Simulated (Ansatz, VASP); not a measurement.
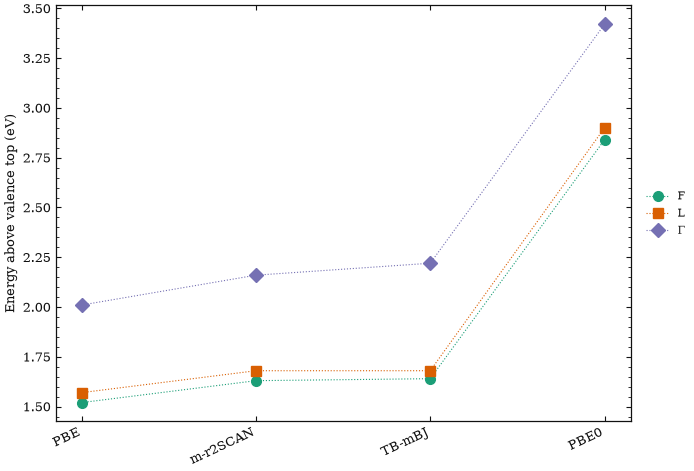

Lowest conduction level at each named k point, counted from the valence-band top at Z, by several methods on one cell of MoS₂, space group R3m (No. 160), 3 atoms in the primitive cell; a = 3.160 Å, c = 18.450 Å (hexagonal axes). All runs are without spin-orbit coupling and carry no moments. In reduced coordinates of the cell that was run, F is (0.5, 0.5, 0), L is (0.5, 0, 0) and Z is (0.5, 0.5, 0.5). The cell is at 5 GPa in PBE. The smallest gap lies off these points.

| method | program | F (eV) | L (eV) | Γ (eV) |
| --- | --- | --- | --- | --- |
| PBE | Ansatz | 1.52 | 1.57 | 2.01 |
| m-r2SCAN | Ansatz | 1.63 | 1.68 | 2.16 |
| TB-mBJ | VASP | 1.64 | 1.68 | 2.22 |
| PBE0 | Ansatz | 2.84 | 2.90 | 3.42 |

Question: What does HSE06 give? It was run as: HSE06, Ansatz PAW, 8×8×8 k mesh, 420 eV cutoff, Fermi-Dirac smearing of 0.05 eV (Ansatz).

Answer: HSE06 screens off the long-range part of PBE0's exact exchange, so it lies between PBE and PBE0, here 0.68 eV under PBE0 at F. HSE06 gives 2.16 eV at F, 2.21 eV at L and 2.73 eV at Γ, which is +0.64 eV from PBE at F.

Question: Does HSE06 shift these levels rigidly from PBE?

Answer: The shifts are +0.64 eV at F, +0.64 eV at L and +0.72 eV at Γ, and at points that aren't plotted +0.73 eV (Z): over the named points that both runs hold, a spread of 0.09 eV on a mean of 0.68 eV, so one shift describes them well.

Question: How do the methods rank at F?

Answer: From low to high: PBE 1.52, m-r2SCAN 1.63, TB-mBJ 1.64, HSE06 2.16, PBE0 2.84 eV. Too close to rank are m-r2SCAN against TB-mBJ (different programs, potentials and cutoffs).

Settings. PBE: Ansatz PAW, 10×10×10 k mesh, 420 eV cutoff, Fermi-Dirac smearing of 0.05 eV (Ansatz 0.2.0). m-r2SCAN: Ansatz NC, 10×10×10 k mesh, 1088 eV cutoff, Fermi-Dirac smearing of 0.1 eV (Ansatz). TB-mBJ: VASP PAW PBE potentials, release 64 (Mo_sv, S), 10×10×10 k mesh, 520 eV cutoff, Gaussian smearing of 0.02 eV (VASP 6.6.1). PBE0: Ansatz PAW, 6×6×6 k mesh, 420 eV cutoff, Fermi-Dirac smearing of 0.05 eV (Ansatz 0.2.0).

These are five of the 10 methods that were run on this cell. The runs come from different programs and meshes, which adds differences of its own. Spin-orbit coupling is left out, which matters for Mo. TB-mBJ, HSE06 and PBE0: the PAW data sets were made with another functional. LDA, GGA and most meta-GGA functionals understate gaps. m-r2SCAN: the potentials were made for another functional. TB-mBJ: this is a model potential built to give gaps, with no total energy. PBE0: the k mesh is thin for exact exchange. Over all k points computed the smallest gap is 0.95 eV in PBE (mesh alone), 1.06 eV in m-r2SCAN (mesh alone), 1.04 eV in TB-mBJ, 1.39 eV in HSE06 and 2.03 eV in PBE0 (mesh alone). In reduced coordinates of the cell that was run, Z is (0.5, 0.5, 0.5).
